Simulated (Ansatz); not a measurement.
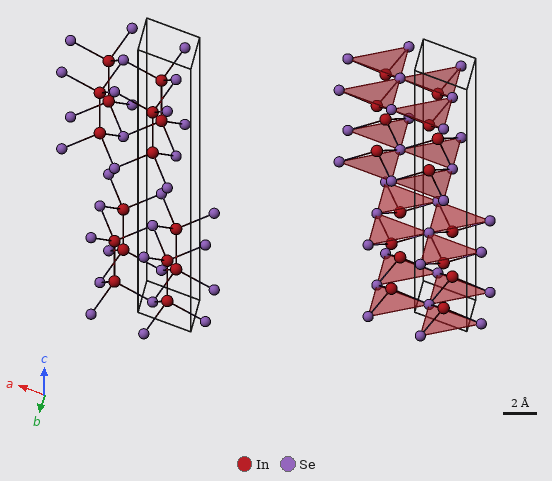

Two geometries of crystalline InSe (set up in P6_3/mmc) (coarse preliminary run), drawn at one scale. One is the start of a relaxation, the other its converged end. The picture is a polyhedral view of the cell of the calculation, repeated 2 × 2 × 1 with one cell outlined, seen from a free direction.

Level of theory: Ansatz 0.2.0, DFT PBE, scalar-relativistic, plane waves, PAW. Set-up: plane-wave cutoff 420 eV; k-point mesh 6 × 6 × 2; occupations gaussian; smearing width 0.1 eV; no spin polarisation; cell and atoms relaxed; force threshold 0.05 eV/Å; at most 80 steps.

Which geometry has the lower energy?

The left one is the relaxed one. The largest moves relative to the cell, 0.30 Å, are those of In atoms. Largest moves by element: In 0.30 Å, Se 0.04 Å. Cell: a = b 4.050 → 4.092 Å (+1.0 %), c 16.930 → 18.387 Å (+8.6 %). Volume +10.9 %. Near-neighbour distances that change, for instance: In–In 3.149 → 2.822 Å, In–Se 2.517 → 2.682 Å. Among the angles between lasting bonds that change: In–Se–In 107.1° → 99.4°, Se–In–Se 107.1° → 99.4°. The space group stays P6_3/mmc (No. 194). Over 6 accepted moves (7 points after the start) the energy falls by 239 meV per atom. Largest force component: 2.9 eV/Å at the start, 0.019 eV/Å at the end. Pressure: 7.61 GPa at the start and 0.01 GPa at the end. The SCF was repeated once at an unchanged geometry on a basis and grid sized afresh for the cell, which shifted the energy by 0.5 meV per atom at most. The run took 51 s on 2 threads of Arm Neoverse V2, with other jobs on the host, peak memory 0.67 GiB.

Limits of the set-up: layers or molecules are held without a dispersion correction, so their spacing is unreliable.
